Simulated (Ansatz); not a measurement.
# Molecular dynamics of Ge (part 3 of 3)

Ge (P6₃/mmc, 16 atoms in the cell); DFT PBEsol, scalar-relativistic, plane waves, PAW, no spin polarisation (Ansatz 0.2.0); cutoff 420 eV, 4×4×4 k-mesh, Fermi–Dirac smearing of 0.05 eV. The structure derives from a Materials Project entry. It belongs to a series of runs on one base structure; here: dynamics (NVT, Langevin thermostat) at 300 K, volume × 1.03.

Geometry of the input (Å; fractional positions):
```
3.8346  0.0000  -6.3112
3.8346  0.0000  6.3112
-3.8346  -6.6418  0.0000
Ge 0.9644  0.0356  0.5000
Ge 0.4644  0.5356  0.5000
Ge 0.9644  0.0356  1.0000
Ge 0.4644  0.5356  1.0000
Ge 0.7144  0.2856  0.0000
Ge 0.2144  0.7856  0.0000
Ge 0.7144  0.2856  0.5000
Ge 0.2144  0.7856  0.5000
Ge 0.4228  0.2439  0.1667
Ge 0.9228  0.7439  0.1667
Ge 0.4228  0.2439  0.6667
Ge 0.9228  0.7439  0.6667
Ge 0.0061  0.3272  0.3333
Ge 0.5061  0.8272  0.3333
Ge 0.0061  0.3272  0.8333
Ge 0.5061  0.8272  0.8333
```

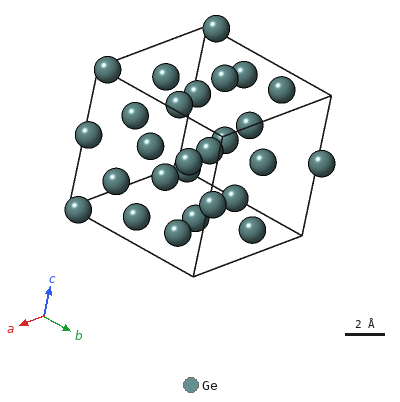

Figure 1. The geometry at step 36 of the log (spheres-only view of the cell of the calculation, seen at an oblique angle).

## Trajectory as extended XYZ, continued
```
16
Lattice="3.8346 0.0000 -6.3112 3.8346 0.0000 6.3112 -3.8346 -6.6418 0.0000" Properties=species:S:1:pos:R:3:forces:R:3 step=24 time_fs=72.0 energy=-68051.86917 temperature=331.5 pressure_GPa=-1.10
Ge    1.8750   -3.3799   -6.0625    0.1011  -0.0392   0.4698
Ge    1.9163   -3.4248    0.4004   -0.1564  -0.0526   0.0851
Ge    0.1253   -6.6816   -5.8644   -0.0449   0.0845   0.1639
Ge   -0.1292   -6.7407    0.4888    0.2428   0.0091   0.0985
Ge    3.8836    0.0484   -2.6111    0.1201  -0.4470  -0.3468
Ge    3.8896    0.0745    3.6994   -0.3457  -0.0935  -0.5227
Ge    1.9326   -3.2988   -2.7324    0.0489   0.2425   0.1917
Ge    2.0248   -3.2846    3.5112   -0.3550   0.0167  -0.3112
Ge    1.8285   -1.0826   -1.2439    0.6147  -0.3707   0.3012
Ge    5.7570   -1.1570   -1.0645    0.0969   0.3454  -0.1839
Ge   -0.1208   -4.5022   -1.2163    0.4940   0.3343   0.3511
Ge    3.8612   -4.4237   -1.1838   -0.1209   0.0896   0.0087
Ge   -0.0048   -2.1951    1.9874    0.1195  -0.1809   0.0801
Ge    3.9156   -2.3000    1.9975   -0.1536   0.2142  -0.1955
Ge   -1.8095   -5.4142    2.1186   -0.2534  -0.5026  -0.1710
Ge    2.0481   -5.7076    1.9311   -0.4082   0.3503  -0.0189
16
Lattice="3.8346 0.0000 -6.3112 3.8346 0.0000 6.3112 -3.8346 -6.6418 0.0000" Properties=species:S:1:pos:R:3:forces:R:3 step=25 time_fs=75.0 energy=-68051.85413 temperature=307.4 pressure_GPa=-1.09
Ge    1.8737   -3.3890   -6.0685    0.0920  -0.0063   0.4703
Ge    1.9258   -3.4358    0.3975   -0.2063  -0.0317   0.1230
Ge    0.1249   -6.6820   -5.8632    0.0055   0.0651   0.1329
Ge   -0.1342   -6.7471    0.4921    0.2591   0.0156   0.0935
Ge    3.8828    0.0539   -2.6044    0.1367  -0.4758  -0.3643
Ge    3.8856    0.0746    3.6971   -0.3006  -0.0947  -0.4788
Ge    1.9340   -3.2953   -2.7309    0.0286   0.2451   0.1871
Ge    2.0255   -3.2827    3.5099   -0.3631   0.0343  -0.3359
Ge    1.8356   -1.0843   -1.2446    0.5566  -0.3397   0.2954
Ge    5.7637   -1.1528   -1.0582    0.0677   0.3230  -0.1999
Ge   -0.1269   -4.5007   -1.2168    0.5302   0.3355   0.3477
Ge    3.8515   -4.4169   -1.1845   -0.0714   0.0364  -0.0218
Ge   -0.0151   -2.1999    1.9790    0.1574  -0.1754   0.0835
Ge    3.9256   -2.3033    1.9934   -0.1869   0.2070  -0.1778
Ge   -1.8076   -5.4102    2.1217   -0.2678  -0.5154  -0.1728
Ge    2.0521   -5.7211    1.9206   -0.4377   0.3771   0.0178
16
Lattice="3.8346 0.0000 -6.3112 3.8346 0.0000 6.3112 -3.8346 -6.6418 0.0000" Properties=species:S:1:pos:R:3:forces:R:3 step=27 time_fs=81.0 energy=-68051.82722 temperature=300.6 pressure_GPa=-1.03
Ge    1.8653   -3.4100   -6.0816    0.1172   0.0602   0.4776
Ge    1.9394   -3.4562    0.3997   -0.2910   0.0002   0.1883
Ge    0.1266   -6.6870   -5.8592    0.0956   0.0315   0.0569
Ge   -0.1443   -6.7582    0.4980    0.2940   0.0248   0.0842
Ge    3.8816    0.0650   -2.5964    0.1688  -0.5376  -0.3796
Ge    3.8738    0.0711    3.6893   -0.1906  -0.0900  -0.3606
Ge    1.9299   -3.2898   -2.7260    0.0112   0.2426   0.1722
Ge    2.0283   -3.2794    3.5030   -0.3785   0.0498  -0.3479
Ge    1.8548   -1.0921   -1.2441    0.4162  -0.2543   0.2637
Ge    5.7778   -1.1500   -1.0469    0.0009   0.2936  -0.2264
Ge   -0.1322   -4.4986   -1.2184    0.5602   0.3437   0.3437
Ge    3.8325   -4.4027   -1.1805   -0.0085  -0.1052  -0.1232
Ge   -0.0328   -2.2157    1.9587    0.2020  -0.1617   0.0971
Ge    3.9391   -2.3112    1.9855   -0.2261   0.2116  -0.1479
Ge   -1.8108   -5.4046    2.1275   -0.2757  -0.5310  -0.1788
Ge    2.0599   -5.7475    1.9048   -0.4958   0.4217   0.0808
16
Lattice="3.8346 0.0000 -6.3112 3.8346 0.0000 6.3112 -3.8346 -6.6418 0.0000" Properties=species:S:1:pos:R:3:forces:R:3 step=29 time_fs=87.0 energy=-68051.81862 temperature=298.1 pressure_GPa=-1.02
Ge    1.8562   -3.4223   -6.0901    0.1376   0.0782   0.4606
Ge    1.9476   -3.4778    0.4056   -0.3605   0.0417   0.2578
Ge    0.1348   -6.6856   -5.8551    0.1411  -0.0171  -0.0020
Ge   -0.1570   -6.7625    0.5012    0.3380   0.0275   0.0739
Ge    3.8788    0.0744   -2.5993    0.2001  -0.5532  -0.3534
Ge    3.8581    0.0635    3.6793   -0.0869  -0.0918  -0.2408
Ge    1.9235   -3.2862   -2.7140   -0.0044   0.2315   0.1241
Ge    2.0264   -3.2695    3.4891   -0.3603   0.0263  -0.3140
Ge    1.8797   -1.0964   -1.2457    0.2617  -0.1850   0.2236
Ge    5.7881   -1.1521   -1.0322   -0.0576   0.3081  -0.2562
Ge   -0.1313   -4.4930   -1.2162    0.5353   0.3265   0.2988
Ge    3.8093   -4.3947   -1.1724    0.0842  -0.2197  -0.2165
Ge   -0.0430   -2.2350    1.9377    0.2107  -0.1332   0.1072
Ge    3.9488   -2.3147    1.9761   -0.2455   0.2121  -0.1064
Ge   -1.8209   -5.4050    2.1311   -0.2656  -0.5008  -0.1771
Ge    2.0613   -5.7687    1.8976   -0.5279   0.4489   0.1204
16
Lattice="3.8346 0.0000 -6.3112 3.8346 0.0000 6.3112 -3.8346 -6.6418 0.0000" Properties=species:S:1:pos:R:3:forces:R:3 step=31 time_fs=93.0 energy=-68051.80347 temperature=326.3 pressure_GPa=-0.97
Ge    1.8469   -3.4280   -6.0911    0.1645   0.0590   0.4079
Ge    1.9608   -3.4989    0.4160   -0.4704   0.0925   0.3473
Ge    0.1464   -6.6785   -5.8544    0.1545  -0.0600  -0.0443
Ge   -0.1679   -6.7712    0.5088    0.3726   0.0570   0.0491
Ge    3.8788    0.0807   -2.6060    0.2142  -0.5410  -0.2941
Ge    3.8458    0.0479    3.6663   -0.0118  -0.0646  -0.1331
Ge    1.9244   -3.2860   -2.7008   -0.0429   0.2328   0.0595
Ge    2.0262   -3.2531    3.4722   -0.3437  -0.0106  -0.2631
Ge    1.9030   -1.1009   -1.2475    0.1470  -0.1330   0.1909
Ge    5.7993   -1.1553   -1.0163   -0.1129   0.3291  -0.2784
Ge   -0.1303   -4.4831   -1.2175    0.4939   0.2850   0.2494
Ge    3.7814   -4.3875   -1.1579    0.2335  -0.3469  -0.3181
Ge   -0.0517   -2.2493    1.9161    0.2183  -0.1093   0.1198
Ge    3.9566   -2.3177    1.9654   -0.2414   0.2036  -0.0442
Ge   -1.8343   -5.4110    2.1383   -0.2368  -0.4585  -0.1899
Ge    2.0604   -5.7878    1.8968   -0.5386   0.4649   0.1413
16
Lattice="3.8346 0.0000 -6.3112 3.8346 0.0000 6.3112 -3.8346 -6.6418 0.0000" Properties=species:S:1:pos:R:3:forces:R:3 step=33 time_fs=99.0 energy=-68051.78697 temperature=285.3 pressure_GPa=-0.96
Ge    1.8407   -3.4350   -6.0844    0.1978   0.0229   0.3337
Ge    1.9738   -3.5164    0.4286   -0.5640   0.1202   0.4233
Ge    0.1545   -6.6831   -5.8502    0.1488  -0.0594  -0.0921
Ge   -0.1743   -6.7798    0.5190    0.3835   0.0903   0.0081
Ge    3.8825    0.0782   -2.6155    0.2110  -0.5058  -0.2174
Ge    3.8462    0.0260    3.6493    0.0040  -0.0120  -0.0473
Ge    1.9304   -3.2852   -2.6887   -0.0794   0.2166   0.0082
Ge    2.0272   -3.2309    3.4581   -0.3300  -0.0546  -0.2101
Ge    1.9216   -1.1064   -1.2463    0.0829  -0.0951   0.1766
Ge    5.8088   -1.1606   -0.9990   -0.1483   0.3471  -0.2970
Ge   -0.1279   -4.4742   -1.2262    0.4417   0.2407   0.2115
Ge    3.7623   -4.3818   -1.1467    0.3610  -0.4680  -0.3918
Ge   -0.0597   -2.2618    1.9012    0.2346  -0.1034   0.1308
Ge    3.9645   -2.3205    1.9576   -0.2376   0.1934   0.0078
Ge   -1.8485   -5.4175    2.1432   -0.1886  -0.4265  -0.1888
Ge    2.0550   -5.8077    1.8989   -0.5175   0.4935   0.1446
16
Lattice="3.8346 0.0000 -6.3112 3.8346 0.0000 6.3112 -3.8346 -6.6418 0.0000" Properties=species:S:1:pos:R:3:forces:R:3 step=34 time_fs=102.0 energy=-68051.78449 temperature=261.4 pressure_GPa=-0.97
Ge    1.8391   -3.4352   -6.0795    0.2034  -0.0034   0.2867
Ge    1.9790   -3.5237    0.4339   -0.6041   0.1263   0.4576
Ge    0.1577   -6.6877   -5.8477    0.1383  -0.0475  -0.1120
Ge   -0.1748   -6.7803    0.5210    0.3806   0.0962  -0.0120
Ge    3.8840    0.0747   -2.6215    0.2054  -0.4825  -0.1774
Ge    3.8483    0.0170    3.6395    0.0067   0.0063  -0.0052
Ge    1.9343   -3.2815   -2.6851   -0.0936   0.1854  -0.0208
Ge    2.0248   -3.2171    3.4518   -0.3168  -0.0804  -0.1775
Ge    1.9294   -1.1106   -1.2430    0.0575  -0.0737   0.1708
Ge    5.8097   -1.1593   -0.9915   -0.1536   0.3437  -0.3033
Ge   -0.1269   -4.4711   -1.2320    0.4131   0.2293   0.1933
Ge    3.7529   -4.3804   -1.1414    0.4284  -0.5101  -0.4139
Ge   -0.0615   -2.2674    1.8938    0.2386  -0.1054   0.1357
Ge    3.9673   -2.3200    1.9564   -0.2380   0.1895   0.0225
Ge   -1.8538   -5.4242    2.1444   -0.1703  -0.3896  -0.1822
Ge    2.0502   -5.8182    1.9025   -0.4954   0.5159   0.1376
16
Lattice="3.8346 0.0000 -6.3112 3.8346 0.0000 6.3112 -3.8346 -6.6418 0.0000" Properties=species:S:1:pos:R:3:forces:R:3 step=36 time_fs=108.0 energy=-68051.78336 temperature=312.4 pressure_GPa=-0.92
Ge    1.8350   -3.4359   -6.0658    0.2415  -0.0589   0.2006
Ge    1.9899   -3.5393    0.4450   -0.6673   0.1388   0.5060
Ge    0.1597   -6.6966   -5.8386    0.1364  -0.0215  -0.1598
Ge   -0.1681   -6.7822    0.5243    0.3683   0.1127  -0.0454
Ge    3.8791    0.0637   -2.6302    0.2133  -0.4212  -0.1029
Ge    3.8552    0.0052    3.6236    0.0124   0.0297   0.0740
Ge    1.9399   -3.2717   -2.6751   -0.1009   0.1109  -0.0843
Ge    2.0206   -3.1892    3.4354   -0.2960  -0.1336  -0.1023
Ge    1.9477   -1.1187   -1.2307   -0.0125  -0.0330   0.1600
Ge    5.8146   -1.1603   -0.9803   -0.1689   0.3392  -0.3099
Ge   -0.1193   -4.4604   -1.2496    0.3331   0.1998   0.1743
Ge    3.7428   -4.3769   -1.1324    0.5208  -0.5760  -0.4562
Ge   -0.0605   -2.2781    1.8771    0.2313  -0.1223   0.1517
Ge    3.9725   -2.3171    1.9590   -0.2238   0.1865   0.0327
Ge   -1.8630   -5.4409    2.1468   -0.1335  -0.3047  -0.1673
Ge    2.0394   -5.8329    1.9096   -0.4543   0.5536   0.1288
16
Lattice="3.8346 0.0000 -6.3112 3.8346 0.0000 6.3112 -3.8346 -6.6418 0.0000" Properties=species:S:1:pos:R:3:forces:R:3 step=38 time_fs=114.0 energy=-68051.77128 temperature=252.7 pressure_GPa=-0.91
Ge    1.8335   -3.4406   -6.0537    0.2732  -0.0920   0.1425
Ge    2.0052   -3.5519    0.4575   -0.7232   0.1443   0.5413
Ge    0.1536   -6.6971   -5.8290    0.1711  -0.0385  -0.2014
Ge   -0.1586   -6.7868    0.5255    0.3422   0.1407  -0.0854
Ge    3.8671    0.0552   -2.6409    0.2375  -0.3613  -0.0364
Ge    3.8644    0.0004    3.6097    0.0114   0.0406   0.1513
Ge    1.9427   -3.2571   -2.6631   -0.0988   0.0169  -0.1497
Ge    2.0235   -3.1644    3.4180   -0.2869  -0.1751  -0.0313
Ge    1.9660   -1.1303   -1.2186   -0.0918   0.0408   0.1773
Ge    5.8255   -1.1649   -0.9744   -0.1962   0.3301  -0.3026
Ge   -0.1113   -4.4457   -1.2692    0.2709   0.1503   0.1595
Ge    3.7389   -4.3759   -1.1256    0.5841  -0.6187  -0.4892
Ge   -0.0541   -2.2927    1.8720    0.2147  -0.1050   0.1383
Ge    3.9783   -2.3098    1.9593   -0.1899   0.1675   0.0339
Ge   -1.8684   -5.4528    2.1534   -0.1039  -0.2414  -0.1701
Ge    2.0237   -5.8464    1.9140   -0.4142   0.6009   0.1220
16
Lattice="3.8346 0.0000 -6.3112 3.8346 0.0000 6.3112 -3.8346 -6.6418 0.0000" Properties=species:S:1:pos:R:3:forces:R:3 step=40 time_fs=120.0 energy=-68051.76391 temperature=245.0 pressure_GPa=-0.88
Ge    1.8347   -3.4428   -6.0439    0.2804  -0.1160   0.1105
Ge    2.0174   -3.5615    0.4667   -0.7215   0.1240   0.5252
Ge    0.1477   -6.7001   -5.8206    0.2005  -0.0507  -0.2469
Ge   -0.1460   -6.7882    0.5195    0.3091   0.1622  -0.1014
Ge    3.8527    0.0478   -2.6562    0.2714  -0.2755   0.0230
Ge    3.8737    0.0031    3.6014   -0.0026   0.0426   0.2159
Ge    1.9444   -3.2412   -2.6564   -0.0853  -0.0709  -0.1874
Ge    2.0280   -3.1433    3.4003   -0.2735  -0.2100   0.0356
Ge    1.9858   -1.1362   -1.2089   -0.1760   0.0834   0.1895
Ge    5.8278   -1.1696   -0.9755   -0.1919   0.3254  -0.2934
Ge   -0.1083   -4.4302   -1.2803    0.2477   0.0765   0.1222
Ge    3.7443   -4.3732   -1.1299    0.5883  -0.6246  -0.4866
Ge   -0.0420   -2.3048    1.8673    0.1809  -0.0908   0.1222
Ge    3.9872   -2.3013    1.9586   -0.1734   0.1576   0.0277
Ge   -1.8733   -5.4634    2.1545   -0.0753  -0.1887  -0.1626
Ge    2.0098   -5.8594    1.9136   -0.3789   0.6555   0.1065
16
Lattice="3.8346 0.0000 -6.3112 3.8346 0.0000 6.3112 -3.8346 -6.6418 0.0000" Properties=species:S:1:pos:R:3:forces:R:3 step=42 time_fs=126.0 energy=-68051.75443 temperature=234.1 pressure_GPa=-0.85
Ge    1.8393   -3.4439   -6.0358    0.2722  -0.1462   0.0917
Ge    2.0285   -3.5659    0.4744   -0.7016   0.1003   0.5027
Ge    0.1418   -6.7067   -5.8061    0.2322  -0.0421  -0.2943
Ge   -0.1326   -6.7861    0.5157    0.2675   0.1628  -0.1112
Ge    3.8391    0.0355   -2.6696    0.3034  -0.1633   0.0576
Ge    3.8848    0.0054    3.5994   -0.0265   0.0442   0.2711
Ge    1.9461   -3.2275   -2.6518   -0.0593  -0.1492  -0.2131
Ge    2.0251   -3.1219    3.3900   -0.2404  -0.2455   0.0933
Ge    2.0098   -1.1404   -1.2001   -0.2692   0.1108   0.2068
Ge    5.8304   -1.1743   -0.9730   -0.1865   0.3313  -0.2887
Ge   -0.1032   -4.4123   -1.2943    0.2182  -0.0083   0.0905
Ge    3.7503   -4.3725   -1.1349    0.5891  -0.6163  -0.4686
Ge   -0.0275   -2.3126    1.8658    0.1341  -0.0973   0.1010
Ge    3.9962   -2.2953    1.9645   -0.1759   0.1608  -0.0002
Ge   -1.8761   -5.4734    2.1555   -0.0484  -0.1487  -0.1485
Ge    1.9897   -5.8691    1.9055   -0.3089   0.7067   0.1098
16
Lattice="3.8346 0.0000 -6.3112 3.8346 0.0000 6.3112 -3.8346 -6.6418 0.0000" Properties=species:S:1:pos:R:3:forces:R:3 step=43 time_fs=129.0 energy=-68051.74056 temperature=232.5 pressure_GPa=-0.82
Ge    1.8430   -3.4449   -6.0302    0.2580  -0.1690   0.0759
Ge    2.0334   -3.5701    0.4768   -0.7009   0.0978   0.5032
Ge    0.1397   -6.7103   -5.7984    0.2474  -0.0417  -0.3229
Ge   -0.1275   -6.7823    0.5140    0.2492   0.1517  -0.1183
Ge    3.8336    0.0306   -2.6762    0.3161  -0.1287   0.0686
Ge    3.8907    0.0070    3.5994   -0.0404   0.0435   0.2970
Ge    1.9467   -3.2231   -2.6508   -0.0536  -0.1808  -0.2156
Ge    2.0217   -3.1110    3.3851   -0.2182  -0.2633   0.1144
Ge    2.0225   -1.1439   -1.1958   -0.3125   0.1183   0.2141
Ge    5.8333   -1.1797   -0.9707   -0.1881   0.3463  -0.2931
Ge   -0.1026   -4.4084   -1.3020    0.2042  -0.0239   0.0841
Ge    3.7523   -4.3712   -1.1373    0.6038  -0.6150  -0.4625
Ge   -0.0258   -2.3173    1.8643    0.1287  -0.0997   0.0887
Ge    4.0014   -2.2915    1.9683   -0.1892   0.1620  -0.0150
Ge   -1.8789   -5.4784    2.1541   -0.0284  -0.1333  -0.1344
Ge    1.9808   -5.8761    1.9005   -0.2761   0.7355   0.1157
16
Lattice="3.8346 0.0000 -6.3112 3.8346 0.0000 6.3112 -3.8346 -6.6418 0.0000" Properties=species:S:1:pos:R:3:forces:R:3 step=45 time_fs=135.0 energy=-68051.71719 temperature=191.9 pressure_GPa=-0.80
Ge    1.8520   -3.4454   -6.0181    0.2458  -0.2162   0.0212
Ge    2.0406   -3.5768    0.4873   -0.6768   0.0750   0.4714
Ge    0.1382   -6.7147   -5.7877    0.2545  -0.0499  -0.3521
Ge   -0.1166   -6.7746    0.5079    0.1985   0.1401  -0.1297
Ge    3.8230    0.0241   -2.6870    0.3400  -0.0999   0.0622
Ge    3.9064    0.0077    3.5986   -0.0927   0.0480   0.3481
Ge    1.9433   -3.2159   -2.6480   -0.0457  -0.2387  -0.2067
Ge    2.0126   -3.0959    3.3729   -0.1454  -0.2909   0.1779
Ge    2.0459   -1.1493   -1.1884   -0.3899   0.1145   0.2214
Ge    5.8357   -1.1841   -0.9626   -0.1769   0.3435  -0.3117
Ge   -0.0998   -4.4121   -1.3149    0.1644   0.0083   0.0872
Ge    3.7574   -4.3646   -1.1439    0.6079  -0.6075  -0.4335
Ge   -0.0242   -2.3295    1.8659    0.1079  -0.0715   0.0449
Ge    4.0113   -2.2841    1.9678   -0.2299   0.1555  -0.0067
Ge   -1.8841   -5.4896    2.1513    0.0179  -0.1033  -0.1081
Ge    1.9623   -5.8904    1.8937   -0.1795   0.7931   0.1144
16
Lattice="3.8346 0.0000 -6.3112 3.8346 0.0000 6.3112 -3.8346 -6.6418 0.0000" Properties=species:S:1:pos:R:3:forces:R:3 step=47 time_fs=141.0 energy=-68051.70173 temperature=219.3 pressure_GPa=-0.74
Ge    1.8607   -3.4400   -6.0027    0.2383  -0.2796  -0.0606
Ge    2.0467   -3.5872    0.5068   -0.6282   0.0508   0.3888
Ge    0.1379   -6.7169   -5.7858    0.2536  -0.0459  -0.3564
Ge   -0.1062   -6.7688    0.4995    0.1368   0.1357  -0.1422
Ge    3.8164    0.0283   -2.6987    0.3478  -0.1056   0.0409
Ge    3.9222    0.0107    3.6069   -0.1369   0.0389   0.3689
Ge    1.9403   -3.2154   -2.6390   -0.0574  -0.2551  -0.2108
Ge    1.9974   -3.0849    3.3520   -0.0319  -0.3173   0.2731
Ge    2.0639   -1.1505   -1.1872   -0.4305   0.1027   0.2120
Ge    5.8343   -1.1871   -0.9618   -0.1573   0.3306  -0.3296
Ge   -0.0997   -4.4169   -1.3240    0.1237   0.0721   0.0951
Ge    3.7610   -4.3627   -1.1544    0.6168  -0.5602  -0.3607
Ge   -0.0188   -2.3311    1.8667    0.0426  -0.0529   0.0077
Ge    4.0212   -2.2783    1.9578   -0.2755   0.1475   0.0545
Ge   -1.8791   -5.4985    2.1470    0.0361  -0.0822  -0.1004
Ge    1.9448   -5.9021    1.8850   -0.0780   0.8205   0.1198
```

## Summary

```csv
quantity,value
outcome,finished
mean temperature over the second half,272 K
trajectory,"47 steps, 141 fs"
ensemble,nvt_langevin
temperature in the input,300.0 K
time step,3.0 fs
space group of the start (tolerance 0.01 Å),P6₃/mmc (194)
electrons treated,224
potential energy (free energy of the electrons) (last step),−68051.7017 eV
Fermi energy (last step),9.859 eV
pressure (without the kinetic term) (last step),−0.89 GPa
largest force (length of the vector) (last step),0.908 eV/Å
wall time,35 min (CPU time 2.2 h)
peak memory,2.4 GiB
```

## Remarks

Warnings of the run: the SCF threshold is looser than advised for the printed stress. So short a trajectory is not equilibrated. The logged temperature at the start can lie below the typed one, since it is counted over all degrees of freedom.
